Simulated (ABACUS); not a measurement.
Single-point calculation at one volume of an equation of state, with input and output: Rh (part 2 of 2)

Rh (1 atom in the cell); Kohn-Sham DFT of a periodic cell, PBEsol, PseudoDojo NC SR 0.4.1 PBEsol standard, no spin polarisation (ABACUS 3.10.1); cutoff 1210.91 eV, 12×12×12 k-mesh, fermi-dirac of 0.05 eV. The structure derives from an entry of the Crystallography Open Database. It belongs to a series of runs on one base structure; here: volume scaled by 1.06.

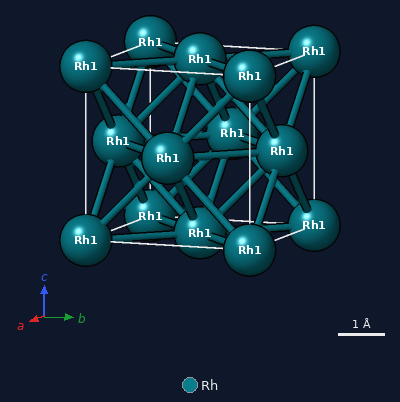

Figure 1. The structure (ball-and-stick view of the cell 4 times as large as that of the calculation, set on its symmetry axes, seen slightly off an axis; atoms are numbered from 1 in the order of the input). An atom can appear more than once, as a periodic image.

## The program's output, continued
```
----------------------------------------------------------

 PW ALGORITHM --------------- ION=   1  ELEC=   3--------------------------------

 Density error is 0.000453566234038
                          Error Threshold = 0.000342738786821
----------------------------------------------------------
     Energy           Rydberg                 eV
----------------------------------------------------------
 E_KohnSham     -234.4278952733      -3189.5551458637
 E_Harris       -234.6037026205      -3191.9471275359
 E_Fermi        1.5508056673         21.0997935661
----------------------------------------------------------

 PW ALGORITHM --------------- ION=   1  ELEC=   4--------------------------------

 Density error is 5.34500753169e-06
                          Error Threshold = 2.66803667081e-06
----------------------------------------------------------
     Energy           Rydberg                 eV
----------------------------------------------------------
 E_KohnSham     -234.4280210131      -3189.5568566414
 E_Harris       -234.4167410627      -3189.4033850431
 E_Fermi        1.5453854401         21.0260475912
----------------------------------------------------------

 PW ALGORITHM --------------- ION=   1  ELEC=   5--------------------------------

 Density error is 5.17890001047e-07
                          Error Threshold = 3.14412207747e-08
----------------------------------------------------------
     Energy           Rydberg                 eV
----------------------------------------------------------
 E_KohnSham     -234.4280217269      -3189.5568663537
 E_Harris       -234.4259574417      -3189.5287803129
 E_Fermi        1.5456980699         21.0303011384
----------------------------------------------------------

 PW ALGORITHM --------------- ION=   1  ELEC=   6--------------------------------

 Density error is 6.4768444089e-09
                          Error Threshold = 3.04641177087e-09
----------------------------------------------------------
     Energy           Rydberg                 eV
----------------------------------------------------------
 E_KohnSham     -234.4280217823      -3189.5568671069
 E_KS(sigma->0) -234.4276824949      -3189.5522508651
 E_Harris       -234.4279764667      -3189.5562505568
 E_band         -7.7466552013        -105.3986511786
 E_one_elec     -54.9110898211       -747.1037049571
 E_Hartree      39.2039071909        533.3965216593
 E_xc           -37.5452386608       -510.8291785566
 E_Ewald        -181.1749219165      -2465.0112727688
 E_entropy(-TS) -0.0006785748        -0.0092324837
 E_descf        0.0000000000         0.0000000000
 E_exx          0.0000000000         0.0000000000
 E_Fermi        1.5457754865         21.0313544450
----------------------------------------------------------

 charge density convergence is achieved
 final etot is -3189.5568671 eV
 EFERMI = 21.031354445 eV

 STATE ENERGY(eV) AND OCCUPATIONS    NSPIN == 1
 1/18 kpoint (Cartesian) = 0.0000 0.0000 0.0000 (1411 pws)
       1       -57.6818     0.00115741
       2       -25.2249     0.00115741
       3       -25.2249     0.00115741
       4       -25.2249     0.00115741
       5        13.3565     0.00115741
       6        18.1598     0.00115741
       7        18.1598     0.00115741
       8        18.1598     0.00115741
       9        20.1051     0.00115741
      10        20.1051     0.00115741
      11        37.1351        0.00000
      12        42.2464        0.00000
      13        42.2464        0.00000

 2/18 kpoint (Cartesian) = 0.021532 0.021532 0.021532 (1390 pws)
       1       -57.6758     0.00925926
       2       -25.2671     0.00925926
       3       -25.2307     0.00925926
       4       -25.2307     0.00925926
       5        13.6196     0.00925926
       6        18.0510     0.00925926
       7        18.2585     0.00925926
       8        18.2585     0.00925926
       9        20.0543     0.00925926
      10        20.0543     0.00925926
      11        37.4800        0.00000
      12        40.8531        0.00000
      13        42.6044        0.00000

 3/18 kpoint (Cartesian) = 0.043065 0.043065 0.043065 (1387 pws)
       1       -57.6594     0.00925926
       2       -25.3816     0.00925926
       3       -25.2465     0.00925926
       4       -25.2465     0.00925926
       5        14.3271     0.00925926
       6        17.8526     0.00925926
       7        18.4593     0.00925926
       8        18.4593     0.00925926
       9        20.0128     0.00925926
      10        20.0128     0.00925926
      11        37.9960        0.00000
      12        38.6376        0.00000
      13        43.5787        0.00000

 4/18 kpoint (Cartesian) = 0.064597 0.064597 0.064597 (1378 pws)
       1       -57.6370     0.00925926
       2       -25.5360     0.00925926
       3       -25.2680     0.00925926
       4       -25.2680     0.00925926
       5        15.1130     0.00925926
       6        18.0123     0.00925926
       7        18.5017     0.00925926
       8        18.5017     0.00925926
       9        20.2593     0.00925926
      10        20.2593     0.00925926
      11        35.6885        0.00000
      12        38.4737        0.00000
      13        44.6956        0.00000

 5/18 kpoint (Cartesian) = 0.086129 0.086129 0.086129 (1399 pws)
       1       -57.6145     0.00925926
       2       -25.6883     0.00925926
       3       -25.2894     0.00925926
       4       -25.2894     0.00925926
       5        15.3927     0.00925926
       6        18.3400     0.00925926
       7        18.3400     0.00925926
       8        19.1226     0.00925926
       9        20.8031     0.00916383
      10        20.8031     0.00916383
      11        32.9091        0.00000
      12        37.6693        0.00000
      13        43.8445        0.00000

 6/18 kpoint (Cartesian) = 0.10766 0.10766 0.10766 (1392 pws)
       1       -57.5979     0.00925926
       2       -25.7985     0.00925926
       3       -25.3051     0.00925926
       4       -25.3051     0.00925926
       5        15.3291     0.00925926
       6        18.1679     0.00925926
       7        18.1679     0.00925926
       8        20.7903     0.00918520
       9        21.3255    2.57479e-05
      10        21.3255    2.57479e-05
      11        30.3249    1.75309e-83
      12        36.8827        0.00000
      13        42.3832        0.00000

[... levels at 12 further k points ...]

------------------------------------------------------------------------------------------
 TOTAL-FORCE (eV/Angstrom)
------------------------------------------------------------------------------------------
                       Rh1         0.0000000000         0.0000000000         0.0000000000
------------------------------------------------------------------------------------------

----------------------------------------------------------------
 TOTAL-STRESS (KBAR)
----------------------------------------------------------------
      -173.0924125925         0.0000000000        -0.0000000000
         0.0000000000      -173.0924125925        -0.0000000000
         0.0000000000        -0.0000000000      -173.0924125925
----------------------------------------------------------------
 TOTAL-PRESSURE: -173.092413 KBAR

 --------------------------------------------
 !FINAL_ETOT_IS -3189.5568671069299853 eV
 --------------------------------------------
```

## Standard output
```
ABACUS v3.10.1

               Atomic-orbital Based Ab-initio Computation at UStc

%%%%%%%%%%%%%%%%%%%%%%%%%%%%%%%%%%%%%%%%%%%%%%%%%%%%%%%%%%%%%%%%%%%%%%%%%%%%%%%%%%%%%%%%%%%%%%%%%%%%%%%%%
 Warning: the number of valence electrons in pseudopotential > 9 for Rh: [Kr] 4d8 5s1
 Pseudopotentials with additional electrons can yield (more) accurate outcomes, but may be less efficient.
 If you're confident that your chosen pseudopotential is appropriate, you can safely ignore this warning.
%%%%%%%%%%%%%%%%%%%%%%%%%%%%%%%%%%%%%%%%%%%%%%%%%%%%%%%%%%%%%%%%%%%%%%%%%%%%%%%%%%%%%%%%%%%%%%%%%%%%%%%%%

 UNIFORM GRID DIM        : 32 * 32 * 32
 UNIFORM GRID DIM(BIG)   : 32 * 32 * 32
 ---------------------------------------------------------
 Self-consistent calculations for electrons
 ---------------------------------------------------------
 SPIN    KPOINTS         PROCESSORS  THREADS
 1       72              4           4
 ---------------------------------------------------------
 Use plane wave basis
 ---------------------------------------------------------
 ELEMENT NATOM       XC
 Rh      1
 ---------------------------------------------------------
 Initial plane wave basis and FFT box
 ---------------------------------------------------------
 -------------------------------------------
 SELF-CONSISTENT :
 -------------------------------------------
 START CHARGE      : atomic
 ITER       ETOT/eV          EDIFF/eV         DRHO     TIME/s
 DA1     -3.18883595e+03   0.00000000e+00   1.4577e-01   0.87
 DA2     -3.18937539e+03  -5.39436535e-01   5.8266e-02   0.49
 DA3     -3.18955515e+03  -1.79760849e-01   4.5357e-04   0.44
 DA4     -3.18955686e+03  -1.71077768e-03   5.3450e-06   0.47
 DA5     -3.18955687e+03  -9.71233548e-06   5.1789e-07   0.48
 DA6     -3.18955687e+03  -7.53183275e-07   6.4768e-09   0.42
----------------------------------------------------------------
 TOTAL-STRESS (KBAR)
----------------------------------------------------------------
      -173.0924125925         0.0000000000        -0.0000000000
         0.0000000000      -173.0924125925        -0.0000000000
         0.0000000000        -0.0000000000      -173.0924125925
----------------------------------------------------------------
 TOTAL-PRESSURE: -173.092413 KBAR
```

The run was set up as follows.

## Input file
```
INPUT_PARAMETERS
suffix              Rh
calculation         scf
basis_type          pw
pseudo_dir          ./
symmetry            1
dft_functional      pbesol
ecutwfc             89
pseudo_rcut         7
nspin               1
nbands              13
ks_solver           dav
smearing_method     fd
smearing_sigma      0.00367493
scf_thr             1e-08
scf_nmax            100
mixing_type         broyden
mixing_beta         0.7
cal_force           1
cal_stress          1
kpar                4
```

## File STRU
```
ATOMIC_SPECIES
Rh 102.9055 Rh.upf

LATTICE_CONSTANT
1.8897261246

LATTICE_VECTORS
0.0000000000 1.9350721950 1.9350721950
1.9350721950 0.0000000000 1.9350721950
1.9350721950 1.9350721950 0.0000000000

ATOMIC_POSITIONS
Direct

Rh
0.0
1
0.0000000000 0.0000000000 0.0000000000 1 1 1
```

## File KPT
```
K_POINTS
0
Gamma
12 12 12 0 0 0
```

Launch command:
```bash
OMP_NUM_THREADS=1 mpirun -np 4 abacus > log
```

## Results in brief

```tsv
quantity	value
outcome	converged
space group (tolerance 0.01 Å)	Fm-3m (225)
electrons treated	17
free energy	−3189.5569 eV
Fermi energy	21.031 eV
gap on the k-point mesh	none (metallic)
pressure	−17.31 GPa
largest force (length of the vector)	under 0.001 eV/Å
hardware	4 threads of Intel Xeon (Sapphire Rapids), 32 GiB of memory available, shared host
wall time	3.9 s (CPU time 15 s)
peak memory	0.24 GiB
```

## Remarks

The cell is under a tension of 17.3 GPa at this level, so it is not at its equilibrium volume.
